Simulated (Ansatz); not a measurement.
# Cu/BN/Zn: conductance against the thickness of the layer, part 5 of 7

Wanted: T(E), the conductance and its decay constant for Cu/BN/Zn. The lower electrode is Cu fcc(111), the upper one Zn hcp(0001); the barrier is BN zinc blende(111) (whole bilayers). In the first transport cell, after relaxation, the nearest pair of electrode and barrier is Cu–N at 2.00 Å, along the normal, at the lower face and Zn–B at 2.70 Å, at a slant, too long for a bond, at the upper one. A gap without bonds adds to the barrier. All share a net of side 2.567 Å, which strains the lower electrode by +0.0 %, the upper one by -3.5 % and the barrier by +0.0 %, against typed lattice constants near PBE's. The first steps treat the bulk electrodes alone.

Ansatz 0.2.0; PBE DFT, plane waves, PAW files (the session's first sound run).

So far, transmission at the Fermi level (a spin, zone mean): step 5 (the open system: T(E)) 0.0102. Also channels of the lower lead: step 5 0.806.

## Step 6: Conductance, atomic planes in the barrier 4, gap between the electrodes 6.81 Å

Level of this step: PBE DFT, plane waves, PAW files; ballistic transmission by layer matching between semi-infinite leads (Ansatz).

System of this step: Cu/BN/Zn. The cell holds 23 atoms: 8 Cu, 2 N, 2 B and 11 Zn. Its edges and angles: a = 2.567 Å, b = 2.567 Å, c = 61.388 Å, α = 90.0°, β = 90.0°, γ = 120.0°. Regions: left electrode, 8 atoms (8 Cu); barrier, 4 atoms (2 N and 2 B); right electrode, 11 atoms (11 Zn). Vacuum lies along c.

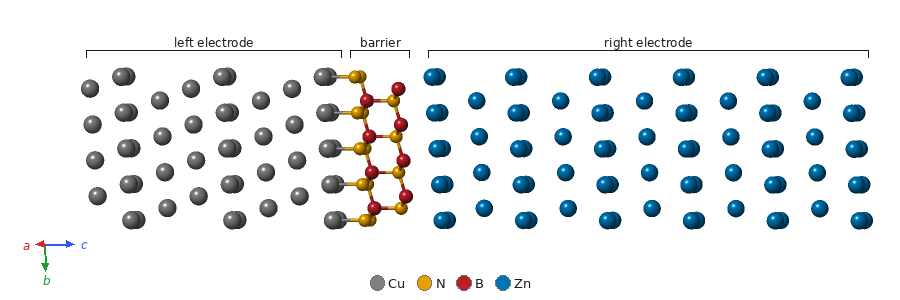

The cell of this step (copper grey, nitrogen orange, boron red, zinc blue). 1×4×1 cells are drawn. Some periodic images of atoms are drawn too.

The conductance needs T(E) within ten thermal energies of the Fermi level, on steps under 1.5 kT, and a finer mesh (36×36), since the current can rest on few wavevectors.

Contents of input.yaml:

```yaml
crystal:
  lattice:
    - [2.567, 0.0, 0.0]
    - [-1.2835, 2.2230872115, 0.0]
    - [0.0, 0.0, 61.3881948764]
  atoms:
    - { symbol: Cu, position: [0.66666667, 0.33333333, 0.1140284384] }
    - { symbol: Cu, position: [0.0, 0.0, 0.148149457] }
    - { symbol: Cu, position: [0.33333333, 0.66666667, 0.1822704755] }
    - { symbol: Cu, position: [0.66666667, 0.33333333, 0.2163914941] }
    - { symbol: Cu, position: [0.0, 0.0, 0.2505125126] }
    - { symbol: Cu, position: [0.33333333, 0.66666667, 0.2846335312] }
    - { symbol: Cu, position: [0.66666667, 0.33333333, 0.3187545498] }
    - { symbol: Cu, position: [0.0, 0.0, 0.3524347246] }
    - { symbol: "N", position: [0.0, 0.0, 0.3850071571] }
    - { symbol: B, position: [0.33333333, 0.66666667, 0.3920390547] }
    - { symbol: "N", position: [0.33333333, 0.66666667, 0.4191604172] }
    - { symbol: B, position: [0.66666667, 0.33333333, 0.4265437846] }
    - { symbol: Zn, position: [0.0, 0.0, 0.4633010874] }
    - { symbol: Zn, position: [0.33333333, 0.66666667, 0.5033886466] }
    - { symbol: Zn, position: [0.0, 0.0, 0.5458978593] }
    - { symbol: Zn, position: [0.33333333, 0.66666667, 0.5884070721] }
    - { symbol: Zn, position: [0.0, 0.0, 0.6309162849] }
    - { symbol: Zn, position: [0.33333333, 0.66666667, 0.6734254977] }
    - { symbol: Zn, position: [0.0, 0.0, 0.7159347105] }
    - { symbol: Zn, position: [0.33333333, 0.66666667, 0.7584439232] }
    - { symbol: Zn, position: [0.0, 0.0, 0.800953136] }
    - { symbol: Zn, position: [0.33333333, 0.66666667, 0.8434623488] }
    - { symbol: Zn, position: [0.0, 0.0, 0.8859715616] }
kpoints:
  mp_grid: { grid: [12, 12, 1] }
scf:
  occupations: { method: fermi_dirac, width: 0.1 }
  max_iter: 150
hamiltonian:
  xc: pbe
output:
  transmission:
    kmesh: [36, 36]
    e_range: [-0.26, 0.27]
    de: 0.0375
    leads: [[3, 4], [17, 19]]
```

On the command line:

```bash
$ ansatz run input.yaml --threads 4 --pin off --max-ram 18432MiB --backend cpu --events-out ev --progress --plain --runs-dir out
```

Numbers of over 12 decimals in the logs are rounded to 6 here.

The log of the run:

```text
[...]
Crystal: 23 atoms, lattice volume = 350.322 Å³
Basis set: ecut = 420 eV, 7015 PW (Γ)
Bands: 180, of which v1, the nominal top of the filled ones, is band 150 counted from 1 (149 counted from 0)
Symmetry: 6 space group operations
[...]
k-points: 19 of 144 (time reversal used)
[...]
SCF iter   1: F=—  HF=-90592.710383 eV  |F-HF|=—  |Δ(HF+E_count)|=         —  Δρ=7.28e-3  dr2=1.75e1  ethr=1.77e-3  ⟨swp⟩=7.4  Hψ=14815  notcnv=0  defer=140
[...]
SCF iter  12: F=-90592.569329 eV  HF=-90592.569329 eV  |F-HF|=4.93e-8  |Δ(HF+E_count)|=   4.38e-9  Δρ=2.45e-6  dr2=5.14e-8  ethr=3.33e-11  ⟨swp⟩=2.7  Hψ=7109  notcnv=0
SCF 1 converged in 12 iterations: F = -90592.569329 eV  dr2 = 5.14e-8
[...]
transmission: 526 of 5207 steps passed
transmission: 1043 of 5207 steps passed
[...]
transmission: 5207 of 5207 steps passed
SCF converged after 12 iterations
Free energy (F): -90592.569329 eV
[...]
Internal energy: -90592.401714 eV  (E = F + TS)
E sigma→0 (E₀):  -90592.485522 eV
Entropy (-TS):   -0.167615 eV (-7.288 meV/atom)
Fermi energy:    9.782495 eV
[...]
--- Band table (eV; the first three rows and the last of 19) ---
  k-point 0: bands = [... 146 lower, 7.9606, 7.9606, 8.0799, 8.1022, 8.1022, 8.1943, 8.1943, 8.5013, ... 26 higher]
  k-point 1: bands = [... 146 lower, 7.8705, 7.9534, 7.9747, 8.0993, 8.1717, 8.1975, 8.3981, 8.4027, ... 26 higher]
  k-point 2: bands = [... 146 lower, 7.9374, 8.0234, 8.0878, 8.2023, 8.2696, 8.2777, 8.4530, 8.9655, ... 26 higher]
  k-point 18: bands = [... 146 lower, 11.0445, 11.1913, 11.2445, 11.2958, 11.6441, 11.6988, 12.1697, 12.5094, ... 26 higher]
--- Transmission ---
  basis      : 55 plane waves across, 41 finite elements along
  points     : 127, standing for a mesh of 36 x 36
  filling    : by the input's occupations and mesh, since the crystals that have channels conduct as metals do. If one of these is a semiconductor, that mesh has misplaced its level
[...]
filled         : 21.4 meV under the level at which it is neutral
    channels       : 7.939815e-1 a spin
    conductance    : 1.0753e15 S/m² at 300 K; may be off by some 0.0 % by where its bands' edges are placed, 2.2 % from the k-mesh, 0.4 % from the distance to neutral
    slowest decay  : 0.0753 /Å at (0.4444, 0.1111)
[...]
filled         : 29.3 meV over the level at which it is neutral
    channels       : 5.979938e-1 a spin
[...]
slowest decay  : 0.0129 /Å at (0.2500, 0.1111)
  junction   : crystal 0 to crystal 1, 13.63 to 38.12 Å
    transmission   : 1.025021e-1 a spin
    conductance    : 1.4107e14 S/m² at 300 K (1.3873e14 on every other point, 1.4124e14 on every other energy)
    error estimate : 0.1 % from the energy spacing and 0.0 % from band edges of the leads and from resonances (wavevectors taken as independent; lower de), 4.8 % from the k-mesh, 11.3 % from the steps of its leads' Hamiltonians or their offsets (lay more layers), 2.3 % from the distance to neutral
    resistance     : 6.0107e-3 Ω µm² beyond half of each lead's own
```

Run time: 2.5 min. Hardware: 4 threads of Arm Neoverse V1, shared host; peak memory 2 GiB; 9.6 min of CPU time.

This step gave:

| Quantity | Value |
| --- | --- |
| free energy | -90592.5693 eV |
| Fermi energy | 9.782 eV |
| transmission at the Fermi level (a spin, zone mean) | 0.1025 |
| channels of the lower lead | 0.7940 |
| channels of the upper lead | 0.5980 |
| potential step in the lower lead | 23.7 meV |
| ballistic conductance of the lower lead | 1.08e15 S/m² |
| potential step in the upper lead | 35.8 meV |
| ballistic conductance of the upper lead | 8.16e14 S/m² |
| junction conductance | 1.41e14 S/m² |
| error estimates by source, in the log's order | 0.1, 0, 4.8, 11.3, 2.3 % |
| resistance-area product beyond the leads | 0.006011 Ω um² |

One spin. Transmission, zone mean against energy, zero at the Fermi level:

```csv
energy (eV),"transmission, zone mean"
-0.260,0.121
-0.223,0.125
-0.185,0.117
-0.147,0.111
-0.110,0.112
-0.072,0.113
-0.035,0.106
0.003,0.103
0.040,0.102
0.077,0.0970
0.115,0.0920
0.152,0.0881
0.190,0.0860
0.228,0.0826
0.265,0.0791
```

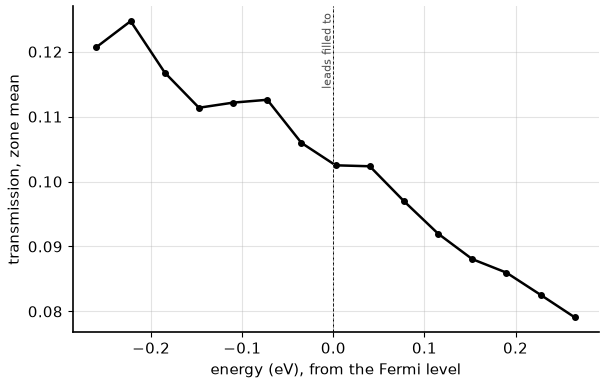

Transmission, zone mean against energy.

One spin. Open channels, zone mean against energy, zero at the Fermi level:

```csv
energy (eV),lower lead,upper lead
-0.260,0.780,0.603
-0.223,0.780,0.603
-0.185,0.780,0.584
-0.147,0.780,0.589
-0.110,0.785,0.589
-0.072,0.785,0.598
-0.035,0.785,0.598
0.003,0.794,0.598
0.040,0.799,0.607
0.077,0.803,0.617
0.115,0.822,0.612
0.152,0.822,0.603
0.190,0.822,0.593
0.228,0.822,0.593
0.265,0.822,0.566
```

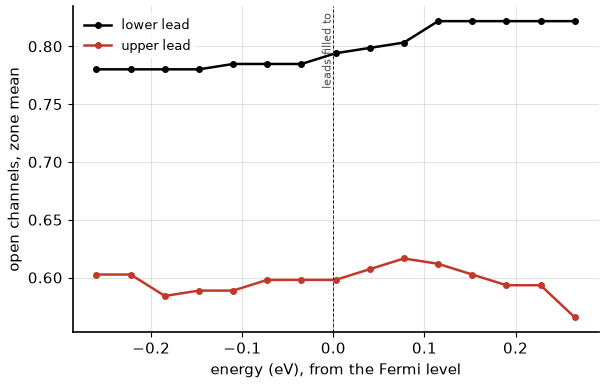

Open channels, zone mean against energy.

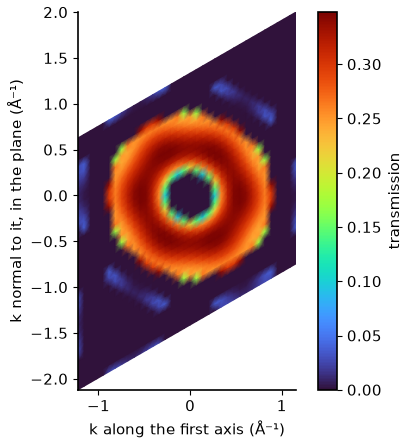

Transmission over k1 and k2. At 0.0025 eV from the Fermi level.

G = 1.4e14 S/m² (1/G = 0.00709 Ω µm²). The largest error estimate is 11 %, from the leads' potential steps. In the worse lead the potential repeats within 36 meV, which the program flags as too much for a lead, so G carries that doubt. By hand, Landauer's formula with T at one energy: G = (e²/h) ΣT / A = 3.874e-5 S × 0.205 / 5.707 Å² = 1.4e14 S/m², with T summed over both spins. The printed value averages T over the Fermi window and is 1.0 times this.

## Step 7: Conductance, atomic planes in the barrier 6, gap between the electrodes 8.92 Å

System of this step: Cu/BN/Zn. The cell holds 25 atoms: 8 Cu, 3 N, 3 B and 11 Zn. Its edges and angles: a = 2.567 Å, b = 2.567 Å, c = 63.502 Å, α = 90.0°, β = 90.0°, γ = 120.0°. Regions: left electrode, 8 atoms (8 Cu); barrier, 6 atoms (3 N and 3 B); right electrode, 11 atoms (11 Zn). Vacuum lies along c.

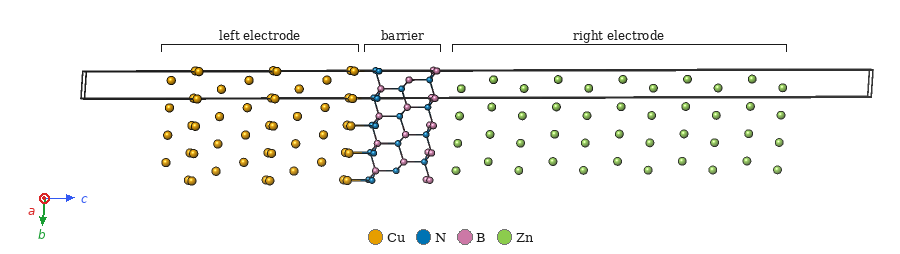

The cell of this step (copper orange, nitrogen blue, boron pink, zinc green). Bonds to atoms that aren't drawn are left out. 1×4×1 cells are drawn. Some periodic images of atoms are drawn too.

Barrier layers are added or taken out in the middle, and the relaxed faces stay.

Contents of input.yaml:

```yaml
crystal:
  lattice:
    - [2.567, 0.0, 0.0]
    - [-1.2835, 2.2230872115, 0.0]
    - [0.0, 0.0, 63.502421922]
  atoms:
    - { symbol: Cu, position: [0.66666667, 0.33333333, 0.1102320162] }
    - { symbol: Cu, position: [0.0, 0.0, 0.1432170217] }
    - { symbol: Cu, position: [0.33333333, 0.66666667, 0.1762020272] }
    - { symbol: Cu, position: [0.66666667, 0.33333333, 0.2091870327] }
    - { symbol: Cu, position: [0.0, 0.0, 0.2421720382] }
    - { symbol: Cu, position: [0.33333333, 0.66666667, 0.2751570437] }
    - { symbol: Cu, position: [0.66666667, 0.33333333, 0.3081420492] }
    - { symbol: Cu, position: [0.0, 0.0, 0.3407008882] }
    - { symbol: "N", position: [0.0, 0.0, 0.3721888658] }
    - { symbol: B, position: [0.33333333, 0.66666667, 0.3789866459] }
    - { symbol: "N", position: [0.33333333, 0.66666667, 0.4052050394] }
    - { symbol: B, position: [0.66666667, 0.33333333, 0.412595487] }
    - { symbol: "N", position: [0.66666667, 0.33333333, 0.4387684698] }
    - { symbol: B, position: [0.0, 0.0, 0.4456362318] }
    - { symbol: Zn, position: [0.33333333, 0.66666667, 0.48116975] }
    - { symbol: Zn, position: [0.66666667, 0.33333333, 0.5199226483] }
    - { symbol: Zn, position: [0.33333333, 0.66666667, 0.5610165745] }
    - { symbol: Zn, position: [0.66666667, 0.33333333, 0.6021105006] }
    - { symbol: Zn, position: [0.33333333, 0.66666667, 0.6432044268] }
    - { symbol: Zn, position: [0.66666667, 0.33333333, 0.684298353] }
    - { symbol: Zn, position: [0.33333333, 0.66666667, 0.7253922791] }
    - { symbol: Zn, position: [0.66666667, 0.33333333, 0.7664862053] }
    - { symbol: Zn, position: [0.33333333, 0.66666667, 0.8075801315] }
    - { symbol: Zn, position: [0.66666667, 0.33333333, 0.8486740577] }
    - { symbol: Zn, position: [0.33333333, 0.66666667, 0.8897679838] }
kpoints:
  mp_grid: { grid: [12, 12, 1] }
scf:
  occupations: { method: fermi_dirac, width: 0.1 }
  max_iter: 150
hamiltonian:
  xc: pbe
output:
  transmission:
    kmesh: [36, 36]
    e_range: [-0.26, 0.27]
    de: 0.0375
    leads: [[3, 4], [19, 21]]
```

The log of the run:

```text
[...]
Crystal: 25 atoms, lattice volume = 362.387 Å³
Basis set: ecut = 420 eV, 7251 PW (Γ)
Bands: 185, of which v1, the nominal top of the filled ones, is band 154 counted from 1 (153 counted from 0)
Symmetry: 6 space group operations
[...]
k-points: 19 of 144 (time reversal used)
[...]
SCF iter   1: F=—  HF=-91134.866034 eV  |F-HF|=—  |Δ(HF+E_count)|=         —  Δρ=8.84e-3  dr2=1.80e1  ethr=1.77e-3  ⟨swp⟩=7.4  Hψ=15359  notcnv=0  defer=162
[...]
SCF iter  12: F=-91134.671784 eV  HF=-91134.671784 eV  |F-HF|=4.86e-8  |Δ(HF+E_count)|=   1.04e-8  Δρ=1.75e-6  dr2=5.61e-8  ethr=3.25e-11  ⟨swp⟩=16.4  Hψ=19511  notcnv=0
SCF 1 converged in 12 iterations: F = -91134.671784 eV  dr2 = 5.61e-8
[...]
transmission: 574 of 5715 steps passed
transmission: 1143 of 5715 steps passed
[...]
transmission: 5715 of 5715 steps passed
SCF converged after 12 iterations
Free energy (F): -91134.671784 eV
[...]
Internal energy: -91134.502621 eV  (E = F + TS)
E sigma→0 (E₀):  -91134.587203 eV
Entropy (-TS):   -0.169163 eV (-6.767 meV/atom)
Fermi energy:    9.849629 eV
[...]
--- Band table (eV; the first three rows and the last of 19) ---
  k-point 0: bands = [... 150 lower, 8.0711, 8.0711, 8.1922, 8.1922, 8.2423, 8.2681, 8.2681, 8.6388, ... 27 higher]
  k-point 1: bands = [... 150 lower, 7.9730, 8.0623, 8.1426, 8.1900, 8.2717, 8.4178, 8.5786, 8.7709, ... 27 higher]
  k-point 2: bands = [... 150 lower, 8.0361, 8.1249, 8.1803, 8.2800, 8.3858, 8.4873, 8.5535, 9.1001, ... 27 higher]
  k-point 18: bands = [... 150 lower, 11.1148, 11.2551, 11.3207, 11.3617, 11.7071, 11.7642, 12.2344, 12.5574, ... 27 higher]
--- Transmission ---
  basis      : 55 plane waves across, 45 finite elements along
  points     : 127, standing for a mesh of 36 x 36
[...]
filled         : 26.8 meV under the level at which it is neutral
    channels       : 7.939815e-1 a spin
[...]
slowest decay  : 0.0764 /Å at (0.0833, 0.0000)
[...]
filled         : 40.3 meV over the level at which it is neutral
    channels       : 5.979938e-1 a spin
[...]
slowest decay  : 0.0055 /Å at (0.2500, 0.1111)
  junction   : crystal 0 to crystal 1, 13.63 to 41.45 Å
    transmission   : 3.155750e-2 a spin
[...]
resistance     : 2.2109e-2 Ω µm² beyond half of each lead's own
```

Run time: 2.5 min. Hardware: 4 threads; peak memory 2.1 GiB; 9.7 min of CPU time.

Numbers from this step:

- free energy: -91134.6718 eV
- Fermi energy: 9.850 eV
- transmission at the Fermi level (a spin, zone mean): 0.03156
- potential step in the lower lead: 24.7 meV
- ballistic conductance of the lower lead: 1.07e15 S/m²
- potential step in the upper lead: 41.4 meV
- ballistic conductance of the upper lead: 8.17e14 S/m²
- junction conductance: 4.31e13 S/m²
- error estimates by source, in the log's order: 0.4, 0, 3.9, 14, 5.4 %
- resistance-area product beyond the leads: 0.02211 Ω um²

One spin. Transmission, zone mean against energy, zero at the Fermi level:

```csv
energy (eV),"transmission, zone mean"
-0.260,0.0447
-0.223,0.0444
-0.185,0.0411
-0.147,0.0383
-0.110,0.0366
-0.072,0.0352
-0.035,0.0329
0.003,0.0316
0.040,0.0304
0.077,0.0284
0.115,0.0264
0.152,0.0249
0.190,0.0240
0.228,0.0227
0.265,0.0214
```

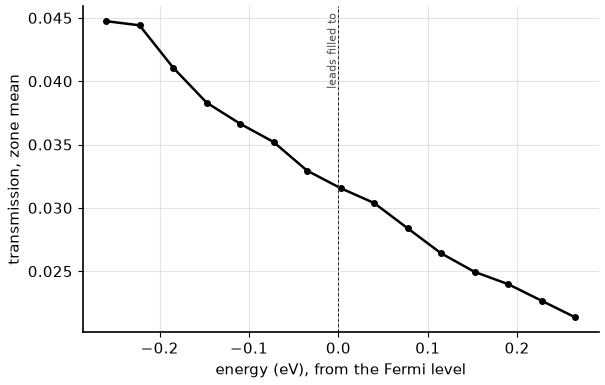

Transmission, zone mean, plotted against energy.

One spin. Open channels, zone mean against energy, zero at the Fermi level:

```csv
energy (eV),lower lead,upper lead
-0.260,0.780,0.593
-0.223,0.780,0.584
-0.185,0.780,0.584
-0.147,0.780,0.589
-0.110,0.785,0.579
-0.072,0.785,0.598
-0.035,0.785,0.598
0.003,0.794,0.598
0.040,0.794,0.607
0.077,0.803,0.612
0.115,0.822,0.612
0.152,0.822,0.584
0.190,0.822,0.593
0.228,0.822,0.584
0.265,0.822,0.566
```

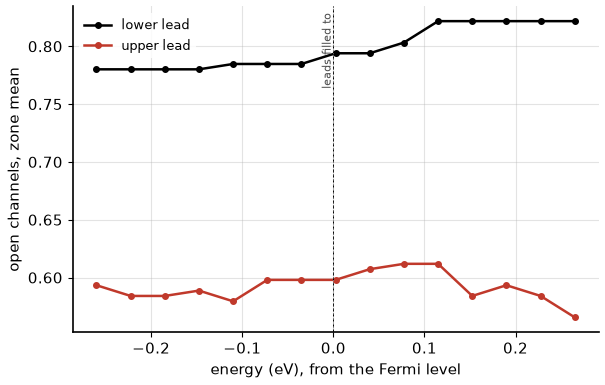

Open channels, zone mean, plotted against energy.

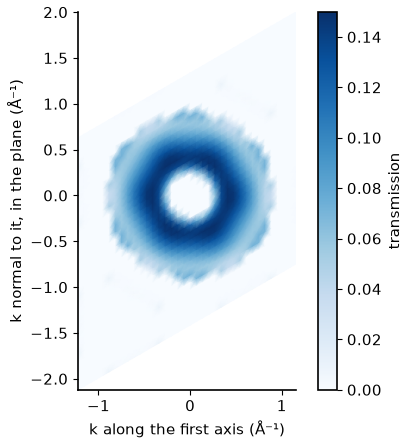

Transmission over k1 and k2. At 0.0025 eV from the Fermi level.

G = 4.3e13 S/m² (1/G = 0.0232 Ω µm²), 0.31 times the step before of this kind. The largest error estimate is 14 %, from the leads' potential steps. In the worse lead the potential repeats within 41 meV, which the program flags as too much for a lead, so G carries that doubt.

[end of part 5 of 7]

[Logs are printed without paths, hosts, clocks, repeated set-up lines and the standing remarks that a program may print on its own settings, such as how far it seeks lower states.]

[Hosts, paths, dates, database ids (printed as entryN), source tags and the programs' standing remarks are cut or masked in the printed files.]
